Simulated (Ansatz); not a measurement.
**Geometry relaxation of AlAs**

System: AlAs (F-43m, 2 atoms in the cell).
Method: DFT PBEsol, scalar-relativistic, plane waves, PAW, no spin polarisation (Ansatz 0.2.0).

The structure derives from an entry of the Crystallography Open Database. It belongs to a series of runs on one base structure; here: relaxed at -3 GPa. Figures and captions count atoms from 1; the log counts them from 0 in places.

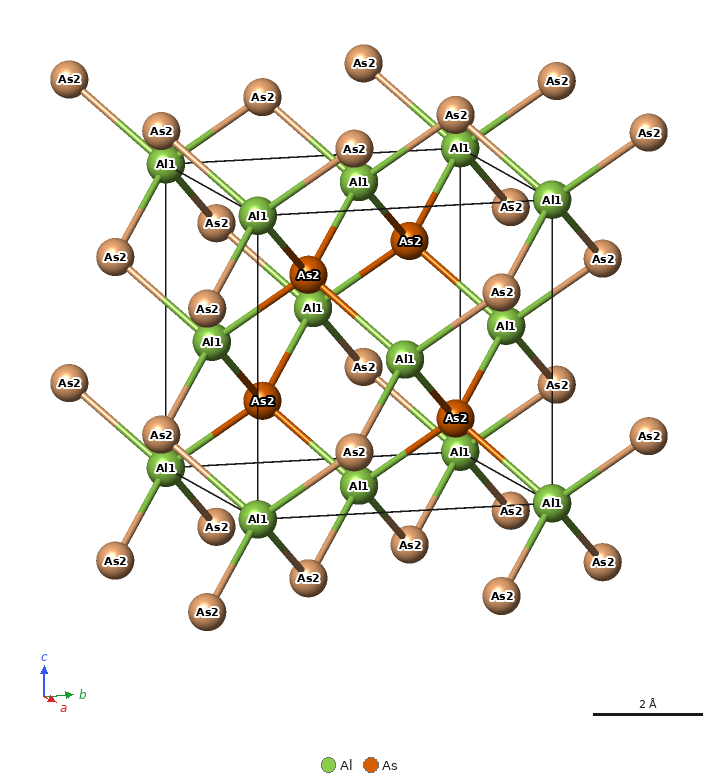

*The starting structure (ball-and-stick view of the cell 4 times as large as that of the calculation, set on its symmetry axes, seen slightly off an axis; neighbours outside the cell are drawn fainter; atoms are numbered from 1 in the order of the input).*

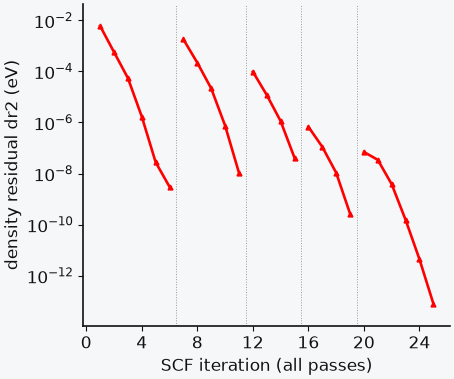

*Convergence of the self-consistent field: density residual dr2 against the SCF iteration. The dotted lines part the SCF passes of the relaxation: geometry steps, rejected trials and re-solves on a re-selected basis.*

The 5 passes take 4 to 6 iterations each, 25 in all.

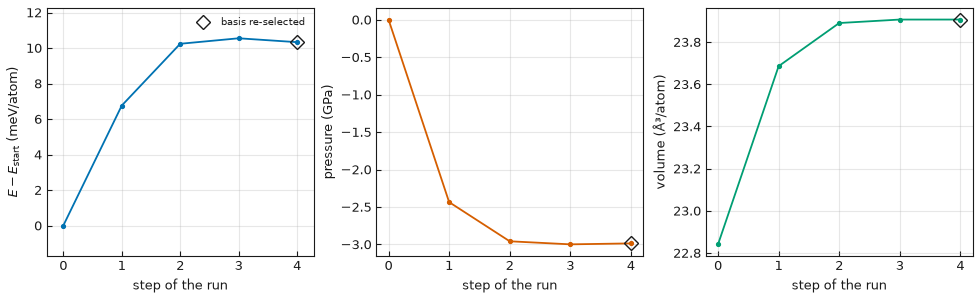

*Progress of the relaxation, step by step (the first geometry is step 0 here and step 1 in the log).*

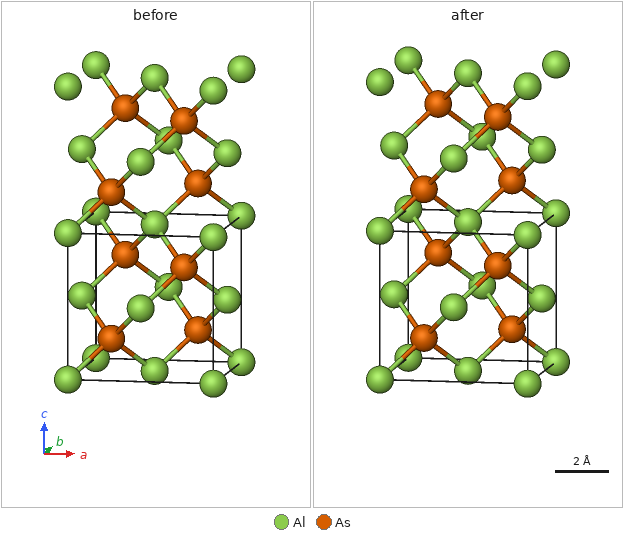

*Before (left) and after (right) the relaxation, at one scale (ball-and-stick view of the cell 4 times as large as that of the calculation, set on its symmetry axes, repeated 1 × 1 × 2, seen slightly off an axis).*

No atom moves by more than 0.005 Å relative to the cell. Cell: a = b = c 5.675 → 5.762 Å (+1.5 %). Volume +4.7 %. Among the contacts that change: Al1–As2 2.457 → 2.495 Å. The space group stays F-43m (No. 216). Over 3 geometry steps the energy rises by 10.5 meV per atom. With the target pressure of -3 GPa, the enthalpy E + pV changes by −9.4 meV per atom. All forces vanish by symmetry, so only the cell relaxes. The pressure goes from 0.00 to −2.99 GPa. A last SCF at the same geometry on a re-selected plane-wave basis shifts the energy by −0.2 meV per atom. (Atoms are counted from 1 in the order of the input.)

The input and output of the run follow.

**Input file**
```yaml
crystal:
  lattice:
    - [0.0, 2.8372982424, 2.8372982424]
    - [2.8372982424, 0.0, 2.8372982424]
    - [2.8372982424, 2.8372982424, 0.0]
  atoms:
    - { symbol: Al, position: [0.0, 0.0, 0.0] }
    - { symbol: As, position: [0.75, 0.75, 0.75] }
basis:
  ecutwfc: 420
kpoints:
  mp_grid: { grid: [8, 8, 8] }
hamiltonian:
  xc: pbesol
scf:
  occupations: { method: fixed }
output:
  forces: true
  stress: true
  eigenvalues: true
relax:
  adjacent_minimum: "off"
  f_tol: 0.001
  max_steps: 60
  cell: { stress_tol: 0.02, p_target: -3.0 }
```

Launch command:
```bash
ansatz run input.yaml --threads 1 --pin off --max-ram 3072MiB --backend cpu --events-out ev --progress --plain --runs-dir out
```

**The program's output**
```
Engine: ansatz 0.2.0, x86_64-unknown-linux-gnu
Pseudopotentials: kind: paw
Pseudopotential: Al, paw, valence charge 3, recommended cutoff 420 eV (normal), Al.paw.azcp
Pseudopotential: As, paw, valence charge 15, recommended cutoff 420 eV (normal), As.paw.azcp
Functional definition: PBEsol
  exchange = pbesol_x
  correlation = pbesol_c
Crystal: 2 atoms, lattice volume = 45.682 Å³
Basis set: ecut = 420 eV, 893 PW (Γ), exchange–correlation on 54×54×54 points (8 copies of the dense FFT grid, shifted against one another)
Bands: 13, of which v1, the nominal top of the filled ones, is band 9 counted from 1 (8 counted from 0)
Symmetry: 24 space group operations
Space group: F-43m (ITA 216), of the structure as read, at distance tolerance 3.6e-5 Å
k-points: 29 of 512 (time reversal used)
Non-local potential: Al, projectors of the file, l = 0: 2, l = 1: 2, l = 2: 1
Non-local potential: As, projectors of the file, l = 0: 2, l = 1: 2, l = 2: 3, l = 3: 1
PAW form: soft (Blöchl's): semilocal exchange-correlation on the pseudo side does not see the compensation charge
PAW frozen core: Al, regenerated for the run's functional, and the local potential with it (the file was generated under x = pbe(κ = 0.804, μ = 0.2195149727645171), c = pbe(β = 0.06672455060314922))
PAW frozen core: As, regenerated for the run's functional, and the local potential with it (the file was generated under x = pbe(κ = 0.804, μ = 0.2195149727645171), c = pbe(β = 0.06672455060314922))
PAW one-centre angular grid: Al, 110 points (default); XC on 64 Gauss nodes
PAW one-centre angular grid: As, 590 points (default); XC on 64 Gauss nodes
Initial density: superposition of atomic densities (neutral atoms: chi_scale 0, normalization atom), corrected by the library's trained network
Initial wavefunctions: pseudopotential atomic-orbital guess
Functional: x = pbesol(κ = 0.804, μ = 0.12345679012345678), c = pbesol(β = 0.046)
SCF iter   1: F=—  HF=-5338.444001 eV  |F-HF|=—  |Δ(HF+E_count)|=         —  Δρ=2.73e-3  dr2=6.04e-3  ethr=1.77e-3  ⟨swp⟩=4.8  Hψ=1950  notcnv=0  defer=49
preconditioner: auto → none  [insulator: Δε(μ)=1.303 eV  Ē_g=9.819 eV  n_scr=14 (ndim 8)  ℏωp=15.5 eV  f_vac=0.006  ε∞_Penn≈3.5]
SCF iter   2: F=—  HF=-5338.442129 eV  |F-HF|=—  |Δ(HF+E_count)|=   1.87e-3  Δρ=1.11e-3  dr2=5.73e-4  ethr=3.36e-5  ⟨swp⟩=2.7  Hψ=784  notcnv=0  defer=52
SCF iter   3: F=—  HF=-5338.442124 eV  |F-HF|=—  |Δ(HF+E_count)|=   4.15e-6  Δρ=3.54e-4  dr2=5.52e-5  ethr=3.18e-6  ⟨swp⟩=3.0  Hψ=553  notcnv=0  defer=52
SCF iter   4: F=—  HF=-5338.442104 eV  |F-HF|=—  |Δ(HF+E_count)|=   2.06e-5  Δρ=8.22e-5  dr2=1.71e-6  ethr=3.07e-7  ⟨swp⟩=2.6  Hψ=579  notcnv=0
SCF iter   5: F=—  HF=-5338.442105 eV  |F-HF|=—  |Δ(HF+E_count)|=   8.16e-7  Δρ=1.05e-5  dr2=2.77e-8  ethr=9.50e-9  ⟨swp⟩=2.0  Hψ=621  notcnv=0
SCF iter   6: F=-5338.442105 eV  HF=-5338.442105 eV  |F-HF|=5.95e-9  |Δ(HF+E_count)|=   9.15e-8  Δρ=3.19e-6  dr2=3.02e-9  ethr=1.54e-10  ⟨swp⟩=6.0  Hψ=1794  notcnv=0
SCF 1 converged in 6 iterations: F = -5338.442105 eV  dr2 = 3.02e-9
  greatest PAW one-centre occupation: 0.999 electrons in one spin orbital (limit 2), on the As atom at site 1 (counted from 0), in its partial waves of l = 2
relax step   1: F+E_penalty+E_count = -5338.44210454 eV  Δ(F+E_penalty+E_count) = +0.000e0 eV  max|allowed force component| = 1.081e-16 eV/Å  Δτ_max = 0.0000 Å  P = +0.003 GPa  Ω = 45.682 Å³  (6 SCF iters, dr2 threshold 1.00e-7 eV, accepted)
Crystal: 2 atoms, lattice volume = 47.371 Å³
Basis set: ecut = 420 eV, 941 PW (Γ), exchange–correlation on 54×54×54 points (8 copies of the dense FFT grid, shifted against one another)
Initial density: handed on by an earlier stage of this run
Initial wavefunctions: those handed on with the density
iter 1 solved again at ethr=1.00e-5 eV; its pass at ethr=3.10e-3 eV (dr2=1.81e-3 eV) is discarded
SCF iter   1: F=—  HF=-5338.429106 eV  |F-HF|=—  |Δ(HF+E_count)|=         —  Δρ=1.54e-3  dr2=1.79e-3  ethr=1.00e-5  ⟨swp⟩=1.8  Hψ=2331  notcnv=0  defer=51
preconditioner: auto → none  [insulator: Δε(μ)=1.384 eV  Ē_g=9.638 eV  n_scr=14 (ndim 8)  ℏωp=15.3 eV  f_vac=0.007  ε∞_Penn≈3.5]
SCF iter   2: F=—  HF=-5338.428657 eV  |F-HF|=—  |Δ(HF+E_count)|=   4.49e-4  Δρ=6.45e-4  dr2=2.19e-4  ethr=9.96e-6  ⟨swp⟩=2.3  Hψ=528  notcnv=0  defer=52
SCF iter   3: F=—  HF=-5338.428623 eV  |F-HF|=—  |Δ(HF+E_count)|=   3.46e-5  Δρ=1.62e-4  dr2=2.16e-5  ethr=1.22e-6  ⟨swp⟩=2.1  Hψ=690  notcnv=0  defer=50
SCF iter   4: F=—  HF=-5338.428585 eV  |F-HF|=—  |Δ(HF+E_count)|=   3.74e-5  Δρ=5.03e-5  dr2=7.59e-7  ethr=1.20e-7  ⟨swp⟩=2.0  Hψ=638  notcnv=0
SCF iter   5: F=-5338.428586 eV  HF=-5338.428586 eV  |F-HF|=5.77e-9  |Δ(HF+E_count)|=   2.89e-7  Δρ=5.49e-6  dr2=1.07e-8  ethr=1.11e-9  ⟨swp⟩=6.0  Hψ=1992  notcnv=0
SCF 2 converged in 5 iterations: F = -5338.428586 eV  dr2 = 1.07e-8
relax step   2: F+E_penalty+E_count = -5338.42858553 eV  Δ(F+E_penalty+E_count) = +1.352e-2 eV  max|allowed force component| = 2.573e-17 eV/Å  Δτ_max = 0.0000 Å  P = -2.435 GPa  Ω = 47.371 Å³  energy of the carried Pulay correction = -2.818e-4 eV  (5 SCF iters, dr2 threshold 2.00e-7 eV, accepted)
Crystal: 2 atoms, lattice volume = 47.781 Å³
iter 1 solved again at ethr=5.69e-7 eV; its pass at ethr=3.10e-3 eV (dr2=1.02e-4 eV) is discarded
SCF iter   1: F=—  HF=-5338.421680 eV  |F-HF|=—  |Δ(HF+E_count)|=         —  Δρ=3.57e-4  dr2=9.73e-5  ethr=5.69e-7  ⟨swp⟩=2.0  Hψ=2238  notcnv=0  defer=51
preconditioner: auto → none  [insulator: Δε(μ)=1.411 eV  Ē_g=9.601 eV  n_scr=14 (ndim 8)  ℏωp=15.2 eV  f_vac=0.005  ε∞_Penn≈3.5]
SCF iter   2: F=—  HF=-5338.421627 eV  |F-HF|=—  |Δ(HF+E_count)|=   5.32e-5  Δρ=1.50e-4  dr2=1.20e-5  ethr=5.40e-7  ⟨swp⟩=2.4  Hψ=472  notcnv=0  defer=51
SCF iter   3: F=—  HF=-5338.421625 eV  |F-HF|=—  |Δ(HF+E_count)|=   1.79e-6  Δρ=3.74e-5  dr2=1.13e-6  ethr=6.64e-8  ⟨swp⟩=2.8  Hψ=639  notcnv=0  defer=52
SCF iter   4: F=-5338.421625 eV  HF=-5338.421625 eV  |F-HF|=1.07e-8  |Δ(HF+E_count)|=   3.51e-7  Δρ=1.17e-5  dr2=4.13e-8  ethr=1.11e-9  ⟨swp⟩=7.9  Hψ=2332  notcnv=0
SCF 3 converged in 4 iterations: F = -5338.421625 eV  dr2 = 4.13e-8
relax step   3: F+E_penalty+E_count = -5338.42162484 eV  Δ(F+E_penalty+E_count) = +6.961e-3 eV  max|allowed force component| = 2.804e-17 eV/Å  Δτ_max = 0.0000 Å  P = -2.958 GPa  Ω = 47.781 Å³  energy of the carried Pulay correction = -3.486e-4 eV  (4 SCF iters, dr2 threshold 2.00e-7 eV, accepted)
Crystal: 2 atoms, lattice volume = 47.814 Å³
iter 1 solved again at ethr=3.88e-9 eV; its pass at ethr=3.10e-3 eV (dr2=6.99e-7 eV) is discarded
SCF iter   1: F=—  HF=-5338.421035 eV  |F-HF|=—  |Δ(HF+E_count)|=         —  Δρ=3.20e-5  dr2=6.79e-7  ethr=3.88e-9  ⟨swp⟩=2.0  Hψ=2174  notcnv=0
preconditioner: auto → none  [insulator: Δε(μ)=1.416 eV  Ē_g=9.599 eV  n_scr=14 (ndim 8)  ℏωp=15.2 eV  f_vac=0.005  ε∞_Penn≈3.5]
SCF iter   2: F=—  HF=-5338.421006 eV  |F-HF|=—  |Δ(HF+E_count)|=   2.88e-5  Δρ=1.56e-5  dr2=1.11e-7  ethr=3.77e-9  ⟨swp⟩=2.1  Hψ=488  notcnv=0
SCF iter   3: F=—  HF=-5338.421006 eV  |F-HF|=—  |Δ(HF+E_count)|=   1.09e-8  Δρ=3.47e-6  dr2=1.07e-8  ethr=6.17e-10  ⟨swp⟩=2.7  Hψ=649  notcnv=0
SCF iter   4: F=-5338.421006 eV  HF=-5338.421006 eV  |F-HF|=1.46e-10  |Δ(HF+E_count)|=   3.45e-9  Δρ=9.52e-7  dr2=2.68e-10  ethr=2.42e-11  ⟨swp⟩=6.4  Hψ=1996  notcnv=0
SCF 4 converged in 4 iterations: F = -5338.421006 eV  dr2 = 2.68e-10
relax step   4: F+E_penalty+E_count = -5338.42100620 eV  Δ(F+E_penalty+E_count) = +6.186e-4 eV  max|allowed force component| = 2.812e-17 eV/Å  Δτ_max = 0.0000 Å  P = -2.999 GPa  Ω = 47.814 Å³  energy of the carried Pulay correction = -3.539e-4 eV  (4 SCF iters, dr2 threshold 4.36e-9 eV, accepted)
Basis set: ecut = 420 eV, 941 PW (Γ), exchange–correlation on 60×60×60 points (8 copies of the dense FFT grid, shifted against one another)
Initial wavefunctions: pseudopotential atomic-orbital guess (no wavefunctions were taken with the density)
iter 1 solved again at ethr=6.03e-8 eV; its pass at ethr=3.10e-3 eV (dr2=1.09e-5 eV) is discarded
SCF iter   1: F=—  HF=-5338.421434 eV  |F-HF|=—  |Δ(HF+E_count)|=         —  Δρ=3.66e-5  dr2=7.00e-8  ethr=6.03e-8  ⟨swp⟩=2.4  Hψ=2886  notcnv=0  defer=51
preconditioner: auto → none  [insulator: Δε(μ)=1.416 eV  Ē_g=9.599 eV  n_scr=14 (ndim 8)  ℏωp=15.2 eV  f_vac=0.004  ε∞_Penn≈3.5]
SCF iter   2: F=—  HF=-5338.421444 eV  |F-HF|=—  |Δ(HF+E_count)|=   1.08e-5  Δρ=1.98e-5  dr2=3.43e-8  ethr=3.89e-10  ⟨swp⟩=2.0  Hψ=638  notcnv=0  defer=16
SCF iter   3: F=—  HF=-5338.421445 eV  |F-HF|=—  |Δ(HF+E_count)|=   5.01e-7  Δρ=6.54e-6  dr2=3.80e-9  ethr=1.90e-10  ⟨swp⟩=2.0  Hψ=493  notcnv=0  defer=16
SCF iter   4: F=—  HF=-5338.421445 eV  |F-HF|=—  |Δ(HF+E_count)|=   5.65e-8  Δρ=1.12e-6  dr2=1.53e-10  ethr=2.11e-11  ⟨swp⟩=2.0  Hψ=638  notcnv=0  defer=16
SCF iter   5: F=—  HF=-5338.421445 eV  |F-HF|=—  |Δ(HF+E_count)|=   1.49e-9  Δρ=1.56e-7  dr2=4.37e-12  ethr=1.00e-12  ⟨swp⟩=2.0  Hψ=487  notcnv=0  defer=16
SCF iter   6: F=-5338.421445 eV  HF=-5338.421445 eV  |F-HF|=1.82e-12  |Δ(HF+E_count)|=  1.64e-11  Δρ=2.16e-8  dr2=7.99e-14  ethr=1.00e-12  ⟨swp⟩=7.2  Hψ=1939  notcnv=0
SCF 5 converged in 6 iterations: F = -5338.421445 eV  dr2 = 7.99e-14
relax step   5: F+E_penalty+E_count = -5338.42144502 eV  Δ(F+E_penalty+E_count) = -4.388e-4 eV  max|allowed force component| = 2.985e-17 eV/Å  Δτ_max = 0.0000 Å  P = -2.986 GPa  Ω = 47.814 Å³  stress off target by 1.36e-2 GPa  SCF on the basis re-selected at this cell (its energy is not comparable with the rows above)  (6 SCF iters)
basis re-selected at this cell: Δ(F+E_penalty+E_count) = -4.388e-4 eV, ΔP = +0.013 GPa vs the last step (what re-selecting the basis moved, of the pressure what is left beyond the Pulay correction that the steps carried, after the strain that the cell walked since its last selection, with what the two solves' SCF thresholds leave and, on support functions, any second-order correction that the steps lacked; it is no measure of the basis error at this ecutwfc). The dense FFT grid was sized anew with the basis: this SCF ran on 30×30×30 points, the steps before it on 27×27×27, so part of this shift can come from that change (see relax.cell in the input reference). This SCF's stress stands 1.36e-2 GPa from its target on what of the cell is left free (relax.cell.stress_tol is 2.00e-2 GPa) and its largest allowed force component is 2.99e-17 eV/Å (relax.f_tol is 1.00e-3 eV/Å): within both
SCF converged after 6 iterations
Free energy (F): -5338.421445 eV
Harris-Foulkes:  -5338.421445 eV  (|F-HF|=1.82e-12)
Internal energy: -5338.421445 eV  (E = F + TS)
E sigma→0 (E₀):  -5338.421445 eV
Fermi energy:    5.709148 eV
--- Per-component energies (eV) ---
  E_band       = -277.704407
  E_kinetic    = 125.233196
  E_local      = -2156.640340  (includes V_loc(G=0)·N_el)
  E_nonlocal   = -657.800502
  E_hartree    = 1146.180219
  E_xc         = -117.307315
  E_vxc        = -107.467465  (∫ρ·V_xc dr)
  E_paw        = -2248.195836  (= ΣΔE_a)
  E_vpaw       = 226.610260  (= ΣTr[D̂ρ^β])
  E_aug_tail   = 0.000005  (compensation charges beyond the density's cutoff)
  E_ewald      = -1430.876440
  E_core_change = 0.985568  (= ΣΔE_core)
  E_smearing   = -0.000000  (= −TS)
  E_closure    = 0.000000  (closes the sum)
  Σ components = -5338.421445   (vs F -5338.421445, Δ=0.00e0)
--- Forces (eV/Å), atoms counted from 1 ---
  atom   1  Al    -0.00000000    -0.00000000     0.00000000
  atom   2  As     0.00000000    -0.00000000    -0.00000000
  max |Σ_I F_I| component: 5.13e-17 eV/Å
--- Stress (GPa, compression-positive) ---
       -2.986449       0.000000       0.000000
       -0.000000      -2.986449       0.000000
        0.000000       0.000000      -2.986449
  P = ⅓ Tr σ = -2.9864 GPa (-29.864 kbar)
--- Band table (eV; the first three rows and the last of 29) ---
  k-point 0: bands = ["-28.6998", "-28.6998", "-28.6998", "-28.6907", "-28.6907", "-5.8909", "5.7091", "5.7091", "5.7091", "7.2670", "9.8923", "9.8923", "9.8923"]
  k-point 1: bands = ["-28.6998", "-28.6997", "-28.6997", "-28.6907", "-28.6907", "-5.7483", "4.2655", "5.5566", "5.5566", "8.1182", "10.1604", "10.1604", "10.2020"]
  k-point 2: bands = ["-28.6997", "-28.6995", "-28.6995", "-28.6906", "-28.6906", "-5.3547", "2.3945", "5.2541", "5.2541", "8.0440", "10.4989", "10.4989", "11.7800"]
  k-point 28: bands = ["-28.6996", "-28.6992", "-28.6983", "-28.6909", "-28.6903", "-4.0642", "0.7691", "2.6997", "3.0330", "9.9233", "11.0565", "11.1658", "11.6314"]
--- Relaxed structure (4 steps of the walk, 4 accepted, 1 SCFs on fresh bases) ---
  F+E_penalty+E_count = -5338.42144502 eV   max|allowed force component| = 2.985e-17 eV/Å   (the final SCF, on the basis selected at the relaxed cell)
  cell:  # Å, volume = 47.8136 Å³
    - [2.5158399412421973e-33, 2.88076137497977, 2.88076137497977]
    - [2.88076137497977, 3.267407316094297e-33, 2.88076137497977]
    - [2.88076137497977, 2.88076137497977, 2.6368550270234682e-33]
  atoms:
    - { symbol: Al, position: [8.944473651767359e-34, -6.89396190551239e-34, -6.681840000727394e-34] }
    - { symbol: As, position: [0.75, 0.75, 0.75] }
```

**Trajectory as extended XYZ (Å, eV, eV/Å), 5 frames, from step=1 to step=5**
```
2
Lattice="0.0000 2.8373 2.8373 2.8373 0.0000 2.8373 2.8373 2.8373 0.0000" Properties=species:S:1:pos:R:3:forces:R:3 step=1 energy=-5338.44211 pressure_GPa=0.00
Al    0.0000    0.0000    0.0000    0.0000   0.0000   0.0000
As    4.2559    4.2559    4.2559    0.0000   0.0000   0.0000
2
Lattice="0.0000 2.8719 2.8719 2.8719 0.0000 2.8719 2.8719 2.8719 0.0000" Properties=species:S:1:pos:R:3:forces:R:3 step=2 energy=-5338.42859 pressure_GPa=-2.44
Al    0.0000    0.0000    0.0000    0.0000   0.0000   0.0000
As    4.3078    4.3078    4.3078    0.0000   0.0000   0.0000
2
Lattice="0.0000 2.8801 2.8801 2.8801 0.0000 2.8801 2.8801 2.8801 0.0000" Properties=species:S:1:pos:R:3:forces:R:3 step=3 energy=-5338.42162 pressure_GPa=-2.96
Al    0.0000    0.0000    0.0000    0.0000   0.0000   0.0000
As    4.3201    4.3201    4.3201    0.0000   0.0000   0.0000
2
Lattice="0.0000 2.8808 2.8808 2.8808 0.0000 2.8808 2.8808 2.8808 0.0000" Properties=species:S:1:pos:R:3:forces:R:3 step=4 energy=-5338.42101 pressure_GPa=-3.00
Al    0.0000    0.0000    0.0000    0.0000   0.0000   0.0000
As    4.3211    4.3211    4.3211    0.0000   0.0000   0.0000
2
Lattice="0.0000 2.8808 2.8808 2.8808 0.0000 2.8808 2.8808 2.8808 0.0000" Properties=species:S:1:pos:R:3:forces:R:3 step=5 energy=-5338.42144 pressure_GPa=-2.99
Al    0.0000    0.0000    0.0000    0.0000   0.0000   0.0000
As    4.3211    4.3211    4.3211    0.0000   0.0000   0.0000
```

**Summary**

```csv
quantity,value
outcome,converged
space group (tolerance 0.01 Å),F-43m (216)
electrons treated,18
free energy,−5338.4214 eV
Fermi energy,5.709 eV
gap on the k-point mesh,1.42 eV
pressure,−2.99 GPa
final volume,47.81 Å³
largest force (length of the vector) at the end,under 0.001 eV/Å
final cell,"a = 4.074 Å, b = 4.074 Å, c = 4.074 Å, α = 60.00°, β = 60.00°, γ = 60.00°"
hardware,"1 thread of Intel Xeon @ 2.50GHz (Skylake/Cascade Lake), 189 GiB of memory available, shared host"
wall time,29 s
peak memory,0.34 GiB
```
